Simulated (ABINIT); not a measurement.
Geometry relaxation of Au (part 1 of 3)

The run: geometry relaxation of Au (2 atoms in the cell). Method and program: Kohn-Sham DFT of a periodic cell, AM05, JTH PAW PBE v2.0, no spin polarisation (ABINIT 10.8.3).

The structure derives from an entry of the Crystallography Open Database.

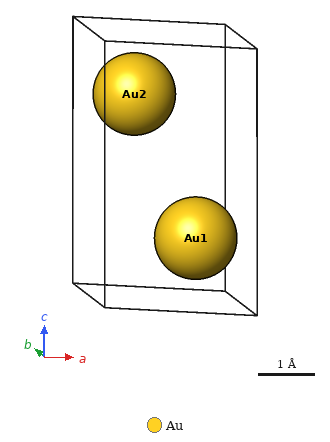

*The input geometry (spheres-only view of the cell of the calculation, seen slightly off an axis; atoms are numbered from 1 in the order of the input). An atom can appear more than once, as a periodic image.*

### Results in brief

| quantity | value |
| --- | --- |
| outcome | converged |
| space group (tolerance 0.01 Å) | P6₃/mmc (194) |
| electrons treated | 22 |
| free energy | −1861.1906 eV |
| Fermi energy | 7.571 eV |
| gap on the k-point mesh | none (metallic) |
| pressure | −0.02 GPa |
| final volume | 34.01 Å³ |
| largest force (length of the vector) at the end | under 0.001 eV/Å |
| final cell | a = 2.869 Å, b = 2.869 Å, c = 4.771 Å, α = 90.00°, β = 90.00°, γ = 120.00° |
| hardware | 1 thread of Arm Neoverse V1, 24 GiB of memory available, shared host |
| wall time | 6.9 min |
| peak memory | 0.18 GiB |

Spin–orbit coupling is left out, which matters for Au.

### Input
```
pp_dirpath "./"
pseudos "Au.GGA_PBE-JTH.xml"

acell 2.9 2.9 4.88 Angstrom
rprim
     1.0000000000     0.0000000000     0.0000000000
    -0.5000000000     0.8660254038     0.0000000000
     0.0000000000     0.0000000000     1.0000000000
ntypat 1
znucl 79
natom 2
typat 1 1
xred
     0.6666666667     0.3333333333     0.2500000000
     0.3333333333     0.6666666667     0.7500000000
chkprim 0
chksymtnons 0
tolsym 1.0e-6

ecut 653.073270 eV
pawecutdg 46.0
pawxcdev 0

kptopt 1
ngkpt 11 11 6
nshiftk 1
shiftk 0.0 0.0 0.0

ixc -120135

nband 15
occopt 3
tsmear 0.05 eV

nstep 100
tolvrs 1.0e-9

iomode 3
prtwf 0
prtden 0
prteig 0
prtebands 0
enunit 1

ionmov 22
ntime 60
tolmxf 0.0002
optcell 2
dilatmx 1.08
ecutsm 0.5
```

Command:
```bash
abinit run.abi > log 2>&1
```

### What the program printed
```
.Version 10.8.3 of ABINIT
 Symmetries : space group P6_3/m m c (#194); Bravais hP (primitive hexag.)
================================================================================
 Values of the parameters that define the memory need of the present run
     intxc =       0    ionmov =      22      iscf =      17    lmnmax =      18
     lnmax =       6     mgfft =      45  mpssoang =       3    mqgrid =    3041
     natom =       2  nloc_mem =       2    nspden =       1   nspinor =       1
    nsppol =       1      nsym =      24    n1xccc =       1    ntypat =       1
    occopt =       3   xclevel =       2
       mpw =        1732          nfft =       40500          nkpt =          64
 PAW method is used; the additional fine FFT grid is defined by:
   mgfftf=        64    nfftf =    102400
================================================================================
================================================================================

--------------------------------------------------------------------------------
------------- Echo of variables that govern the present computation ------------
--------------------------------------------------------------------------------
 -outvars: echo values of preprocessed input variables --------
            acell      5.4802057651E+00  5.4802057651E+00  9.2218634944E+00 Bohr
              amu      1.96966540E+02
          chkprim           0
      chksymtnons           0
          dilatmx      1.08000000E+00
             ecut      2.40000000E+01 Hartree
           ecutsm      5.00000000E-01 Hartree
           enunit           1
           ionmov          22
                       outvar_i_n : Printing only first  50 k-points.
              ixc     -120135
                       outvar_i_n : Printing only first  50 k-points.
         kptrlatt       11    0    0      0   11    0      0    0    6
          kptrlen      5.53311810E+01
            natom           2
            nband          15
            ngfft          30      30      45
          ngfftdg          40      40      64
             nkpt          64
            nstep         100
             nsym          24
            ntime          60
           ntypat           1
                       prtocc : prtvol=0, do not print more k-points.
           occopt           3
          optcell           2
        pawecutdg      4.60000000E+01 Hartree
         pawxcdev           0
           prtden           0
        prtebands           0
           prteig           0
            prtwf           0
            rprim      1.0000000000E+00  0.0000000000E+00  0.0000000000E+00
                      -5.0000000000E-01  8.6602540380E-01  0.0000000000E+00
                       0.0000000000E+00  0.0000000000E+00  1.0000000000E+00
          spgroup         194
           tolmxf      2.00000000E-04
           tolsym      1.00000000E-06
           tolvrs      1.00000000E-09
           tsmear      1.83746611E-03 Hartree
            typat      1  1
           useylm           1
                       outvars : Printing only first  50 k-points.
           xangst      1.4500000000E+00  8.3715789034E-01  1.2200000000E+00
                      -2.3122622713E-17  1.6743157807E+00  3.6600000000E+00
            xcart      2.7401028826E+00  1.5819991369E+00  2.3054658736E+00
                      -4.3695424241E-17  3.1639982738E+00  6.9163976208E+00
             xred      6.6666666667E-01  3.3333333333E-01  2.5000000000E-01
                       3.3333333333E-01  6.6666666667E-01  7.5000000000E-01
            znucl       79.00000

================================================================================

 chkinp: Checking input parameters for consistency.

================================================================================
== DATASET  1 ==================================================================

--- !DatasetInfo
iteration_state: {dtset: 1, }
dimensions: {natom: 2, nkpt: 64, mband: 15, nsppol: 1, nspinor: 1, nspden: 1, mpw: 1732, }
cutoff_energies: {ecut:  24.0, pawecutdg:  46.0, }
electrons: {nelect:   2.20000000E+01, charge:   0.00000000E+00, occopt:   3.00000000E+00, tsmear:   1.83746611E-03, }
meta: {optdriver: 0, ionmov: 22, optcell: 2, iscf: 17, paral_kgb: 0, }
...

 Real(R)+Recip(G) space primitive vectors, cartesian coordinates (Bohr,Bohr^-1):
 R(1)=  5.4802058  0.0000000  0.0000000  G(1)=  0.1824749  0.1053519  0.0000000
 R(2)= -2.7401029  4.7459974  0.0000000  G(2)=  0.0000000  0.2107039  0.0000000
 R(3)=  0.0000000  0.0000000  9.2218635  G(3)=  0.0000000  0.0000000  0.1084380
 Unit cell volume ucvol=  2.3985184E+02 bohr^3
 Angles (23,13,12)=  9.00000000E+01  9.00000000E+01  1.20000000E+02 degrees

 Coarse grid specifications (used for wave-functions):

 getcut: wavevector=  0.0000  0.0000  0.0000  ngfft=  30  30  45
         ecut(hartree)=     27.994   => boxcut(ratio)=   2.00327

 Fine grid specifications (used for densities):

 getcut: wavevector=  0.0000  0.0000  0.0000  ngfft=  40  40  64
         ecut(hartree)=     53.654   => boxcut(ratio)=   2.10472

--- Pseudopotential description ------------------------------------------------
- pspini: atom type   1  psp file is ./Au.GGA_PBE-JTH.xml
 Pseudopotential format is: paw10
 basis_size (lnmax)=  6 (lmn_size= 18), orbitals=   0   0   1   1   2   2
 Spheres core radius: rc_sph= 2.50869560
 Shapefunction is SIN type: shapef(r)=[sin(pi*r/rshp)/(pi*r/rshp)]**2
 Radius for shape functions =  2.26305713
 Compensation charge density is not taken into account in XC energy/potential

   1.54885028E+03                                ecore*ucvol(ha*bohr**3)
--------------------------------------------------------------------------------

================================================================================

=== [ionmov=22] Limited-memory Broyden-Fletcher-Goldfarb-Shanno method
================================================================================

--- Iteration: ( 1/60) Internal Cycle: (1/1)
--------------------------------------------------------------------------------

---SELF-CONSISTENT-FIELD CONVERGENCE--------------------------------------------

--- !BeginCycle
iteration_state: {dtset: 1, itime: 1, icycle: 1, }
solver: {iscf: 17, nstep: 100, nline: 4, wfoptalg: 10, }
tolerances: {tolvrs: 1.00E-09, }
...

     iter   Etot(hartree)      deltaE(h)  residm     nres2
 ETOT  1  -68.166153532821    -6.817E+01 4.012E-01 3.533E+01
 ETOT  2  -68.504974919265    -3.388E-01 7.891E-02 3.802E+01
 ETOT  3  -68.404933399607     1.000E-01 1.229E-02 8.808E+00
 ETOT  4  -68.399272790249     5.661E-03 6.998E-03 3.159E+00
 ETOT  5  -68.395194060567     4.079E-03 3.922E-03 6.874E-01
 ETOT  6  -68.396188947630    -9.949E-04 2.473E-03 6.361E-01
 ETOT  7  -68.396881918403    -6.930E-04 1.087E-03 1.010E+00
 ETOT  8  -68.398425928277    -1.544E-03 8.707E-04 9.560E-01
 ETOT  9  -68.399699326518    -1.273E-03 2.979E-04 2.091E+00
 ETOT 10  -68.397706760850     1.993E-03 2.409E-04 1.066E+00
 ETOT 11  -68.396029479932     1.677E-03 1.291E-04 6.940E-02
 ETOT 12  -68.396263851503    -2.344E-04 1.921E-04 9.889E-03
 ETOT 13  -68.396259710294     4.141E-06 9.035E-05 3.050E-03
 ETOT 14  -68.396266613756    -6.903E-06 1.208E-04 4.802E-03
 ETOT 15  -68.396262012967     4.601E-06 6.293E-05 2.782E-03
 ETOT 16  -68.396277185870    -1.517E-05 8.538E-05 1.019E-02
 ETOT 17  -68.396282006795    -4.821E-06 4.413E-05 1.420E-02
 ETOT 18  -68.396254150514     2.786E-05 5.822E-05 4.250E-04
 ETOT 19  -68.396259274734    -5.124E-06 3.002E-05 1.503E-03
 ETOT 20  -68.396258232663     1.042E-06 3.932E-05 7.829E-04
 ETOT 21  -68.396257714807     5.179E-07 2.017E-05 5.210E-04
 ETOT 22  -68.396257112775     6.020E-07 2.648E-05 1.358E-04
 ETOT 23  -68.396257081661     3.111E-08 1.339E-05 4.654E-05
 ETOT 24  -68.396257023648     5.801E-08 1.758E-05 1.276E-05
 ETOT 25  -68.396257021511     2.137E-09 8.847E-06 1.540E-06
 ETOT 26  -68.396257019272     2.239E-09 1.164E-05 8.146E-08
 ETOT 27  -68.396257020467    -1.195E-09 5.824E-06 1.040E-07
 ETOT 28  -68.396257020326     1.403E-10 7.687E-06 6.248E-10

 At SCF step   28       nres2   =  6.25E-10 < tolvrs=  1.00E-09 =>converged.

 Cartesian components of stress tensor (hartree/bohr^3)
  sigma(1 1)=  2.14967390E-04  sigma(3 2)=  0.00000000E+00
  sigma(2 2)=  2.14967389E-04  sigma(3 1)=  0.00000000E+00
  sigma(3 3)=  2.36077266E-04  sigma(2 1)=  0.00000000E+00

--- !ResultsGS
iteration_state: {dtset: 1, itime: 1, icycle: 1, }
comment   : Summary of ground state results
lattice_vectors:
- [  5.4802058,   0.0000000,   0.0000000, ]
- [ -2.7401029,   4.7459974,   0.0000000, ]
- [  0.0000000,   0.0000000,   9.2218635, ]
lattice_lengths: [   5.48021,    5.48021,    9.22186, ]
lattice_angles: [ 90.000,  90.000, 120.000, ] # degrees, (23, 13, 12)
lattice_volume:   2.3985184E+02
convergence: {deltae:  1.403E-10, res2:  6.248E-10, residm:  7.687E-06, diffor: null, }
etotal    :  -6.83962570E+01
entropy   :   0.00000000E+00
fermie    :   2.54117381E-01
cartesian_stress_tensor: # hartree/bohr^3
- [  2.14967390E-04,   0.00000000E+00,   0.00000000E+00, ]
- [  0.00000000E+00,   2.14967389E-04,   0.00000000E+00, ]
- [  0.00000000E+00,   0.00000000E+00,   2.36077266E-04, ]
pressure_GPa:  -6.5316E+00
xred      :
- [  6.6667E-01,   3.3333E-01,   2.5000E-01, Au]
- [  3.3333E-01,   6.6667E-01,   7.5000E-01, Au]
cartesian_forces: # hartree/bohr
- [  1.22835042E-29,   7.09188446E-30,  -0.00000000E+00, ]
- [ -1.22835042E-29,  -7.09188446E-30,  -0.00000000E+00, ]
force_length_stats: {min:   1.41837689E-29, max:   1.41837689E-29, mean:   1.41837689E-29, }
...

 Integrated electronic density in atomic spheres:
 ------------------------------------------------
 Atom  Sphere_radius  Integrated_density
    1        2.50870          9.44079863
    2        2.50870          9.44079863

---OUTPUT-----------------------------------------------------------------------

 Cartesian coordinates (xcart) [bohr]
  2.74010288256628E+00  1.58199913688534E+00  2.30546587360749E+00
 -4.36954242405045E-17  3.16399827377068E+00  6.91639762082248E+00
 Reduced coordinates (xred)
  6.66666666666666E-01  3.33333333333333E-01  2.50000000000000E-01
  3.33333333333333E-01  6.66666666666666E-01  7.50000000000000E-01
 Cartesian forces (fcart) [Ha/bohr]; max,rms= 1.22835E-29 8.18900E-30 (free atoms)
  1.22835042083919E-29  7.09188446117955E-30 -0.00000000000000E+00
 -1.22835042083919E-29 -7.09188446117955E-30 -0.00000000000000E+00
 Gradient of E wrt nuclear positions in reduced coordinates (gred)
 -6.73161305788597E-29  2.89244416112126E-45 -0.00000000000000E+00
  6.73161305788597E-29 -2.89244416112126E-45  0.00000000000000E+00
 Scale of Primitive Cell (acell) [bohr]
  5.48020576513257E+00  5.48020576513257E+00  9.22186349442998E+00
 Real space primitive translations (rprimd) [bohr]
  5.48020576513257E+00  0.00000000000000E+00  0.00000000000000E+00
 -2.74010288256628E+00  4.74599741065602E+00  0.00000000000000E+00
  0.00000000000000E+00  0.00000000000000E+00  9.22186349442998E+00
 Unitary Cell Volume (ucvol) [Bohr^3]=  2.39851838367880E+02
 Angles (23,13,12)= [degrees]
  9.00000000000000E+01  9.00000000000000E+01  1.19999999999554E+02
 Lengths [Bohr]
  5.48020576513257E+00  5.48020576520642E+00  9.22186349442998E+00
 Stress tensor in cartesian coordinates (strten) [Ha/bohr^3]
  2.14967390111561E-04  0.00000000000000E+00  0.00000000000000E+00
  0.00000000000000E+00  2.14967389136310E-04  0.00000000000000E+00
  0.00000000000000E+00  0.00000000000000E+00  2.36077265923194E-04
 Total energy (etotal) [Ha]= -6.83962570203264E+01

--- Iteration: ( 2/60) Internal Cycle: (1/1)
--------------------------------------------------------------------------------

---SELF-CONSISTENT-FIELD CONVERGENCE--------------------------------------------

--- !BeginCycle
iteration_state: {dtset: 1, itime: 2, icycle: 1, }
solver: {iscf: 17, nstep: 100, nline: 4, wfoptalg: 10, }
tolerances: {tolvrs: 1.00E-09, }
...

     iter   Etot(hartree)      deltaE(h)  residm     nres2
 ETOT  1  -68.396774640942    -6.840E+01 2.620E+00 5.826E-01
 ETOT  2  -68.397199213361    -4.246E-04 1.859E-02 3.621E-02
 ETOT  3  -68.397082359144     1.169E-04 2.373E-04 6.553E-03
 ETOT  4  -68.397096043017    -1.368E-05 9.640E-06 3.232E-03
 ETOT  5  -68.397095550154     4.929E-07 4.777E-06 2.243E-04
 ETOT  6  -68.397095813682    -2.635E-07 1.479E-06 4.692E-05
 ETOT  7  -68.397096021348    -2.077E-07 2.714E-06 9.738E-06
 ETOT  8  -68.397096012100     9.247E-09 1.254E-06 1.148E-06
 ETOT  9  -68.397096021712    -9.611E-09 2.749E-06 1.220E-06
 ETOT 10  -68.397096021261     4.513E-10 1.265E-06 2.360E-07
 ETOT 11  -68.397096021202     5.812E-11 2.882E-06 1.861E-08
 ETOT 12  -68.397096021234    -3.166E-11 1.335E-06 9.760E-10

 At SCF step   12       nres2   =  9.76E-10 < tolvrs=  1.00E-09 =>converged.
```
